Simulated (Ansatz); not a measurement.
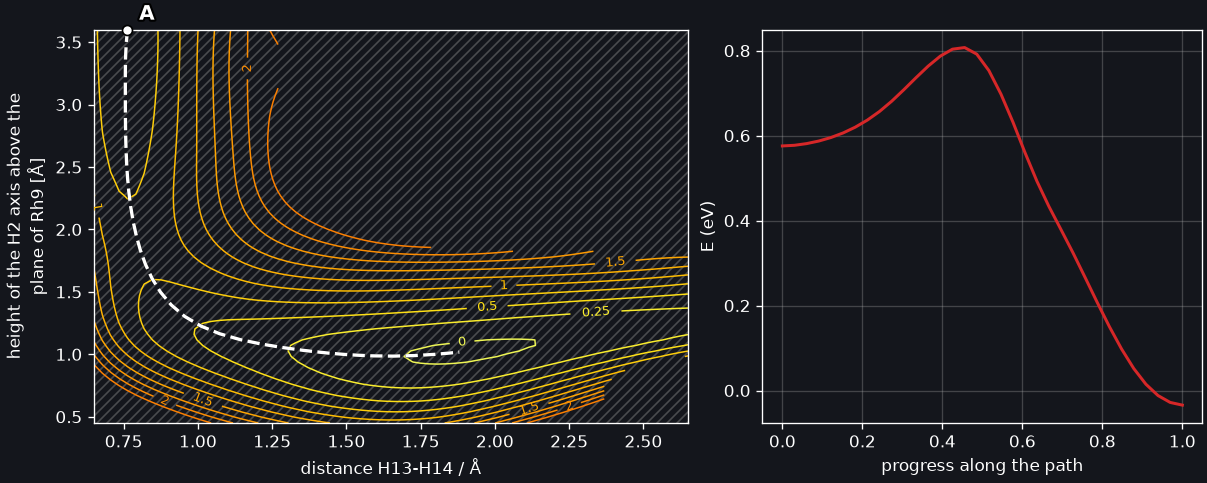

H₂ on a Rh(111) slab cut from the Fm-3m phase, its upper half relaxed before the scan (12 atoms of substrate and one adsorbate in a 2 × 2 cell). H2 lies flat over one site of a rigid substrate while its bond length and height are varied; it sits over a bridge site, heights counted from the top plane, its axis along a direction equivalent to the long diagonal of the hexagonal surface cell. Coordinates scanned: (1) distance H13-H14; (2) height of the H2 axis above the plane of Rh9. The scan uses an 8 × 9 grid. At 17 points there is no value (left out: too close to the surface, or the stretched molecule far from it). Points are written as (first, second). All energies are given in eV relative to the lowest grid point. The calculation used DFT PBE, scalar-relativistic, plane waves, PAW in Ansatz. Settings: cutoff 420 eV, k-mesh 6×6×1, gaussian smearing 0.1 eV, no spin polarisation.

In the figure: contour lines labelled in eV (none above 2.25), a line along the lowest path, hatched blanks where no value was computed, the energy along the path at the right, the start A. Between grid points the surface is interpolated.

### Describe the path and its barrier.

The easiest path runs from the intact molecule far from the surface, (0.750 Å, 3.60 Å), to the well of the stretched molecule, about (1.88 Å, 1.02 Å). Its highest point, at about (0.81 Å, 1.83 Å), lies about 0.23 eV above the start and 0.84 eV above the end on the interpolated surface. An end on the edge of the scan is no minimum, so the barrier from there is a lower bound.

PAW datasets: the set soft_1.
